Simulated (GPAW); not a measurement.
# GaN (F-43m): G0W0 with GPAW, start to end

How does a plane-wave GW calculation on GaN (F-43m) run from the first input to the gap?

Method: PBE and many-body steps on it, plane waves, in GPAW 26.7.0.

**What was measured.**

- Gap 3.23 eV: absorption onset (direct gap at Gamma) of unexcited film, from imaginary part of dielectric function; spectroscopic ellipsometry (steady-state reference of time-resolved measurement); 300 K; film on 3C-SiC/Si(001) (“Femtosecond pump-probe absorption edge spectroscopy of cubic GaN”, 2022, arxiv:2206.02223).

This is a report of a sequence of runs, with most program output left out.

## Step 1: The starting structure

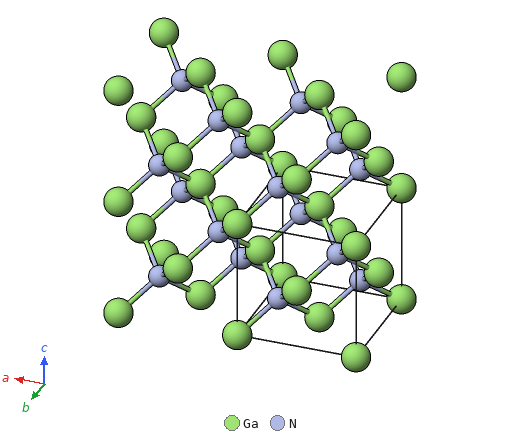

The cell as given, from a free direction (gallium green, nitrogen light blue). 2×1×2 cells are drawn. This picture shows the conventional cell, with its axes. Bonds to atoms that aren't drawn are left out. Some periodic images of atoms are drawn too.

Coordinates:

```
Ga N
1.0
     0.00000    2.25350    2.25350
     2.25350    0.00000    2.25350
     2.25350    2.25350    0.00000
Ga N
1 1
Direct
  0.00000 0.00000 0.00000
  0.75000 0.75000 0.75000
```

The cell and positions are those that the Materials Project relaxed with its own functionals (PBE, PBE+U or r2SCAN), kept fixed. This is not the form that GaN usually takes at ambient conditions.

## Step 2: Ground state

This step: GPAW 26.7.0; DFT, PBE, plane waves, PAW.

The ground-state density comes first.

run.py reads:

```python
import json
import numpy as np
from gpaw.mpi import world
from ase import Atoms
from gpaw import GPAW, PW, FermiDirac

atoms = Atoms(['Ga', 'N'],
    cell=[[0.0000000000, 2.2535006075, 2.2535006075],
      [2.2535006075, 0.0000000000, 2.2535006075],
      [2.2535006075, 2.2535006075, 0.0000000000]],
    scaled_positions=[[0.0000000000, 0.0000000000, 0.0000000000],
      [0.7500000000, 0.7500000000, 0.7500000000]],
    pbc=(True, True, True))
calc = GPAW(mode=PW(600),
    xc='PBE',
    kpts={'size': (10, 10, 10), 'gamma': True},
    occupations=FermiDirac(0.001),
    nbands=-7,
    convergence={'density': 1e-6, 'bands': -3},
    maxiter=100,
    txt='gs.txt')
atoms.calc = calc
res = {'energy': atoms.get_potential_energy()}
kpts = calc.get_ibz_k_points()
res['kpts'] = kpts
res['eigenvalues'] = [calc.get_eigenvalues(kpt=k) for k in range(len(kpts))]
res['n_electrons'] = calc.get_number_of_electrons()
calc.write('gs.gpw')

if world.rank == 0:
    with open('result.json', 'w') as f:
        json.dump(res, f, default=lambda x: x.tolist())
```

The run is started by

```bash
$ mpirun -n 4 gpaw python run.py
```

It took 4.9 s on 4 MPI ranks of Intel Xeon Platinum 8375C at 2.90GHz (Ice Lake), shared host; peak memory 0.62 GiB.

This step gave:

| Item | Value |
| --- | --- |
| total energy | -11.92 eV |
| gap | 1.804 eV |
| k of the valence top | 0, 0, 0 |
| k of the conduction bottom | 0, 0, 0 |
| least direct gap | 1.804 eV |

The gap is direct, at Γ.

## Step 3: Bands along the symmetry lines

The cheap functional maps the bands first; the places of the edges decide which points the dearer methods must see.

run.py reads:

```python
import json
import numpy as np
from gpaw.mpi import world
from gpaw import GPAW

path = [[0.000000, 0.000000, 0.000000],
    [-0.062500, -0.062500, 0.000000],
    [-0.125000, -0.125000, 0.000000],
    [-0.187500, -0.187500, 0.000000],
    [-0.250000, -0.250000, 0.000000],
    [-0.312500, -0.312500, 0.000000],
    [-0.375000, -0.375000, 0.000000],
    [-0.437500, -0.437500, 0.000000],
    [-0.500000, -0.500000, 0.000000],
    [-0.484375, -0.484375, 0.031250],
    [-0.468750, -0.468750, 0.062500],
    [-0.453125, -0.453125, 0.093750],
    [-0.437500, -0.437500, 0.125000],
    [-0.421875, -0.421875, 0.156250],
    [-0.406250, -0.406250, 0.187500],
    [-0.390625, -0.390625, 0.218750],
    [-0.375000, -0.375000, 0.250000],
    [-0.375000, 0.000000, 0.375000],
    [-0.328125, 0.000000, 0.328125],
    [-0.281250, 0.000000, 0.281250],
    [-0.234375, 0.000000, 0.234375],
    [-0.187500, 0.000000, 0.187500],
    [-0.140625, 0.000000, 0.140625],
    [-0.093750, 0.000000, 0.093750],
    [-0.046875, 0.000000, 0.046875],
    [0.000000, 0.000000, 0.000000],
    [0.000000, 0.000000, 0.062500],
    [0.000000, 0.000000, 0.125000],
    [0.000000, 0.000000, 0.187500],
    [0.000000, 0.000000, 0.250000],
    [0.000000, 0.000000, 0.312500],
    [0.000000, 0.000000, 0.375000],
    [0.000000, 0.000000, 0.437500],
    [0.000000, 0.000000, 0.500000],
    [-0.062500, -0.031250, 0.468750],
    [-0.125000, -0.062500, 0.437500],
    [-0.187500, -0.093750, 0.406250],
    [-0.250000, -0.125000, 0.375000],
    [-0.312500, -0.156250, 0.343750],
    [-0.375000, -0.187500, 0.312500],
    [-0.437500, -0.218750, 0.281250],
    [-0.500000, -0.250000, 0.250000],
    [-0.500000, -0.281250, 0.218750],
    [-0.500000, -0.312500, 0.187500],
    [-0.500000, -0.343750, 0.156250],
    [-0.500000, -0.375000, 0.125000],
    [-0.500000, -0.406250, 0.093750],
    [-0.500000, -0.437500, 0.062500],
    [-0.500000, -0.468750, 0.031250],
    [-0.500000, -0.500000, 0.000000]]
calc = GPAW('gs.gpw').fixed_density(kpts=path,
    symmetry='off',
    nbands=14,
    convergence={'bands': 10},
    txt='bands.txt')
res = {}
kpts = calc.get_ibz_k_points()
res['kpts'] = kpts
res['eigenvalues'] = [calc.get_eigenvalues(kpt=k) for k in range(len(kpts))]
res['n_electrons'] = calc.get_number_of_electrons()

if world.rank == 0:
    with open('result.json', 'w') as f:
        json.dump(res, f, default=lambda x: x.tolist())
```

The run is started by

```bash
$ mpirun -n 4 gpaw python run.py
```

The job ended after 4.5 s (4 MPI ranks; peak memory 0.64 GiB; 17 s of CPU time).

This step gave:

```yaml
gap: 1.804 eV
k_of_the_valence_top: 0, 0, 0
k_of_the_conduction_bottom: 0, 0, 0
least_direct_gap: 1.804 eV
```

The gap is 1.804 eV, as in the run before at this level.

The electronic bands at the labelled points (eV, zero at the top of the highest filled band; v1 is the highest filled band, c1 the lowest empty one):

| point | v4 | v3 | v2 | v1 | c1 | c2 | c3 | c4 |
| --- | --- | --- | --- | --- | --- | --- | --- | --- |
| Γ | -15.89 | 0.00 | 0.00 | 0.00 | 1.80 | 10.39 | 10.39 | 10.39 |
| X | -12.88 | -6.18 | -2.66 | -2.66 | 3.38 | 6.75 | 11.79 | 13.99 |
| U | -12.88 | -5.83 | -4.26 | -2.15 | 5.05 | 7.98 | 11.14 | 12.89 |
| jump to K | -12.88 | -5.83 | -4.26 | -2.15 | 5.05 | 7.98 | 11.14 | 12.89 |
| Γ | -15.89 | 0.00 | 0.00 | 0.00 | 1.80 | 10.39 | 10.39 | 10.39 |
| L | -13.62 | -6.99 | -0.96 | -0.96 | 4.72 | 8.82 | 10.41 | 10.41 |
| W | -12.78 | -5.63 | -3.76 | -3.58 | 6.30 | 8.52 | 10.34 | 11.15 |
| X | -12.88 | -6.18 | -2.66 | -2.66 | 3.38 | 6.75 | 11.79 | 13.99 |

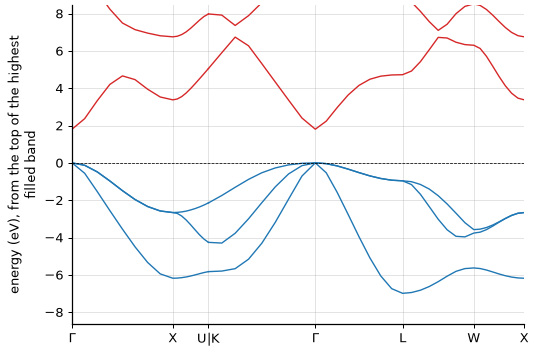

Electronic bands along the path; lines of filled and empty bands in two colours.

## Step 4: Empty states on the mesh, 6×6×6 mesh, 130 bands

The sums over transitions need many empty states on a uniform mesh; this step solves for them.

run.py reads:

```python
import json
import numpy as np
from gpaw.mpi import world
from gpaw import GPAW

calc = GPAW('gs.gpw').fixed_density(kpts={'size': (6, 6, 6), 'gamma': True},
    parallel={'domain': 1, 'band': 1},
    txt='nscf.txt')
calc.diagonalize_full_hamiltonian(nbands=130)
calc.write('full.gpw', mode='all')
res = {}
kpts = calc.get_ibz_k_points()
res['kpts'] = kpts
res['eigenvalues'] = [calc.get_eigenvalues(kpt=k) for k in range(len(kpts))]
res['n_electrons'] = calc.get_number_of_electrons()

if world.rank == 0:
    with open('result.json', 'w') as f:
        json.dump(res, f, default=lambda x: x.tolist())
```

The run is started by

```bash
$ mpirun -n 4 gpaw python run.py
```

Elapsed: 5.1 s, on 4 MPI ranks; peak memory 0.84 GiB.

This step gave:

| Item | Value |
| --- | --- |
| gap | 1.804 eV |
| k of the valence top | 0, 0, 0 |
| k of the conduction bottom | 0, 0, 0 |
| least direct gap | 1.804 eV |
| k points computed | 16 |
| lowest point of the top converged band, above the valence top | 164.4164 eV |

On this mesh the gap is 1.804 eV.

## Step 5: Screening and self-energy, 6×6×6 mesh, 120 bands, screening to 175 eV

G0W0 replaces the xc potential by the self-energy, built once from these orbitals. Only a window of levels is corrected, while the sums run over the empty bands that the input names.

This step: G0W0 on PBE, plane waves, PAW.

run.py reads:

```python
import json
import numpy as np
from gpaw.mpi import world
from gpaw.response.g0w0 import G0W0

gw = G0W0('full.gpw',
    filename='gw',
    kpts=[0],
    bands=(2, 6),
    ecut=175,
    nbands=120,
    integrate_gamma='WS',
    ppa=True)
gw.calculate()
res = {mode: {k: v for k, v in r.items() if k != 'sigma_eskwn'}
       for mode, r in gw.all_results.items()}

if world.rank == 0:
    with open('result.json', 'w') as f:
        json.dump(res, f, default=lambda x: x.tolist())
```

The run is started by

```bash
$ mpirun -n 4 gpaw python run.py
```

Wall time 44 s (4 MPI ranks); peak memory 0.99 GiB.

This step gave:

| Item | Value |
| --- | --- |
| G0W0 gap on the points computed | 3.258 eV |
| least direct G0W0 gap on the computed points | 3.258 eV |
| Z at the valence top | 0.7802 |
| Z at the conduction bottom | 0.8127 |
| starting gap on the mesh | 1.804 eV |
| k of the valence top | 0, 0, 0 |
| k of the conduction bottom | 0, 0, 0 |

The gap on the mesh goes from 1.80 eV to 3.26 eV, a correction of +1.45 eV.

Limits: finite bands, cutoff and mesh; no spin-orbit coupling. v1 is the top filled band, c1 the lowest empty one. The levels before and after the correction (eV, zero at the valence-band top of each column):

|  | conduction bottom | valence top |
| --- | --- | --- |
| Kohn-Sham | 1.80 | 0.00 |
| G0W0 | 3.26 | 0.00 |

|  | level | energy (eV) |
| --- | --- | --- |
| Kohn-Sham | Γ v2-v1 | 0.000 |
| Kohn-Sham | Γ c1 | 1.804 |
| Kohn-Sham | Γ c2 | 10.393 |
| G0W0 | Γ v2-v1 | 0.000 |
| G0W0 | Γ c1 | 3.258 |
| G0W0 | Γ c2 | 12.100 |

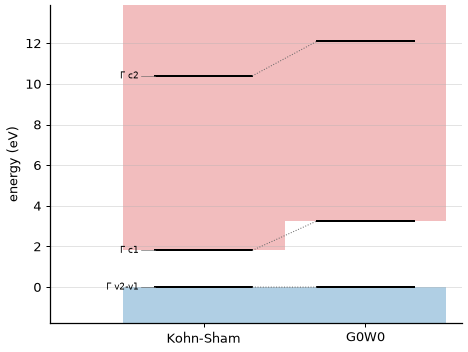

Levels before and after the correction. Shaded: valence and conduction bands.

## Step 6: Where the time went

Times are wall times on 4 MPI ranks of Intel Xeon Platinum 8375C at 2.90GHz (Ice Lake), shared host, good to a factor of about two.

| step | time | share | memory (GiB) |
| --- | --- | --- | --- |
| ground state | 4.9 s | 8 % | 0.62 |
| bands along the symmetry lines | 4.5 s | 8 % | 0.64 |
| empty states on the mesh | 5.1 s | 9 % | 0.84 |
| screening and self-energy | 44 s | 75 % | 0.99 |

## Step 7: Outcome

```
PBE gap              : 1.80 eV, direct
G0W0 gap on the mesh : 3.26 eV
GW settings          : 6×6×6 mesh, 120 bands, screening to 175 eV, Godby-Needs plasmon pole
known limits         : not at the basis limit; no spin-orbit coupling
```

What this shows: G0W0 moves the gap on the mesh from 1.80 eV to 3.26 eV (+1.45 eV), with Z of 0.78 and 0.81 at the edges. Only 1 of the mesh's irreducible points was corrected, so a valley elsewhere could overtake. The dearest step here is «screening and self-energy». Against experiment, by G0W0@PBE: the direct gap of 3.26 eV lies +0.03 eV from the measured 3.23 eV (exciton, 300 K, on 3C-SiC/Si(001), 2022). An exciton line or allowed optical edge lies below the quasiparticle gap by the binding energy; a forbidden edge can push the onset above it. The calculation has static nuclei and no excitons; a measured gap holds zero-point and thermal motion, which mostly lowers it. Bands and cutoff are finite, so the gap is not at the basis limit. The miss can reach some tenths of an eV and take either sign; the mesh is an error of its own. These stock PAW sets were not made for GW; the filled d or f shell of Ga lies in the frozen core, which bears on start and correction. In the G0W0 run levels were corrected at 1 k point alone, so a gap called «on the mesh» is the least over those, and an edge elsewhere would be missed. The many-body steps are scalar-relativistic: spin-orbit coupling is not in them.

[Paths, hosts, dates, memory and timing lines, banners, echoed tables and standing remarks are left out of the program output.]

[Logs are printed without paths, hosts, clocks, repeated set-up lines and the standing remarks that a program may print on its own settings, such as how far it seeks lower states.]

[Runs of the session that timed out or met a known fault of the program may be left out.]

[Hosts, paths, dates, database ids (printed as entryN), source tags and the programs' standing remarks are cut or masked in the printed files.]
